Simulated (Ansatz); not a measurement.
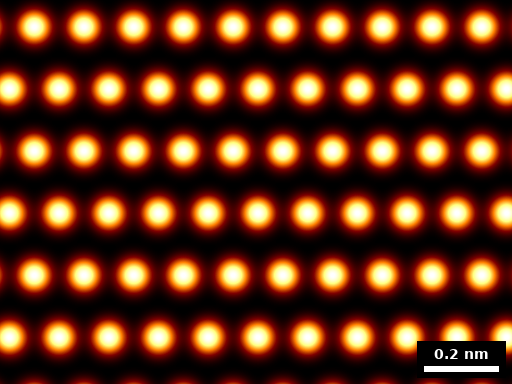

Z-contrast image of Ir. Simulation: incoherent imaging, intensity Z^1.7 per atom, probe width 0.71 Å, thin sample. The probe carries 15 % of its weight in a tail 2.5 times as wide.

### Measure the repeat of the pattern.

The pattern repeats on a centred rectangular net of 1.4 × 3.4 Å.

### Which plane group does this projection have?

c2mm: perpendicular mirror lines on a centred net, with further twofold points between them.

### How many columns does the smallest repeating cell hold, and how many levels of brightness?

1 column in the primitive cell of 2.3 Å², all of one brightness.

The crystal is Ir (I4_1/amd, No. 141) seen along [110]. Structure used: the end point of a relaxation with DFT PBEsol, scalar-relativistic, plane waves, PAW (Ansatz); the starting structure was generated, so it need not be a known form of this composition.
